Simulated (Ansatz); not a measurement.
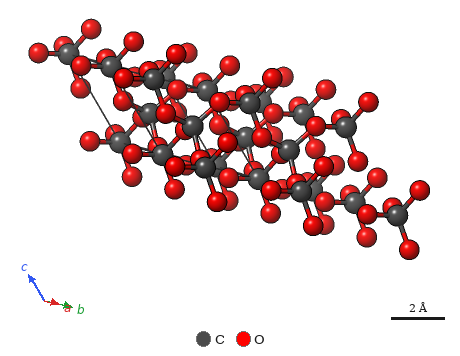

Solid CO$_{2}$ (set up in I-42d), before the relaxation. A ball-and-stick model of the cell of the calculation, repeated 2 × 2 × 1 with one cell outlined, seen from a free direction.

Case: volume × 0.97, shape and atoms relaxed.

Method: DFT PBEsol, scalar-relativistic, plane waves, PAW (Ansatz).

Input file:
```yaml
crystal:
  lattice:
    - [-1.9391573269, 1.9391573269, 2.9386579756]
    - [1.9391573269, -1.9391573269, 2.9386579756]
    - [1.9391573269, 1.9391573269, -2.9386579756]
  atoms:
    - { symbol: C, position: [0.75, 0.25, 0.5] }
    - { symbol: C, position: [0.0, 0.0, 0.0] }
    - { symbol: O, position: [0.707769775, 0.125, 0.082769775] }
    - { symbol: O, position: [0.042230225, 0.625, 0.917230225] }
    - { symbol: O, position: [0.375, 0.292230225, 0.417230225] }
    - { symbol: O, position: [0.875, 0.957769775, 0.582769775] }
basis:
  ecutwfc: 420
kpoints:
  mp_grid: { grid: [8, 8, 8] }
hamiltonian:
  xc: pbesol
scf:
  occupations: { method: gaussian, width: 0.02 }
output:
  forces: true
  stress: true
  eigenvalues: true
  write_density: true
  write_potential: true
  elf: true
  volumetric_format: npy
relax:
  adjacent_minimum: "off"
  f_tol: 0.01
  max_steps: 30
  cell: { stress_tol: 0.1, fix: [volume] }
```

Command:
```bash
ansatz run input.yaml --threads 2 --pin off --max-ram 5120MiB --backend cpu --events-out ev --progress --plain --runs-dir out
```

Where does the relaxation end?

Over 4 accepted moves (6 points after the start) the energy falls by 3.1 meV per atom. Largest force component: 0.47 eV/Å at the start, 0.00012 eV/Å at the end. Pressure: 9.05 GPa at the start and 4.60 GPa at the end. At 2 points the geometry stayed and the basis and grid were re-selected for the new cell (energy shift of 0.1 meV per atom at most each time). The largest moves relative to the cell, 0.020 Å, are those of O3, O4, O5 and O6. O4 goes along [1 0 1]. C stays in place. The drawn cell changes at constant volume: a = b = c 4.019 → 4.028 Å (+0.2 %), α 122.3° → 122.7°, β 122.3° → 122.7°, γ 86.0° → 85.5°. Near-neighbour distances that change, for instance: C1–O3 1.379 → 1.388 Å. The space group stays I-42d (No. 122). The run took 14 s on 2 threads of Intel(R) Xeon(R) 6975P-C (Granite Rapids) (shared host), peak memory 0.39 GiB.
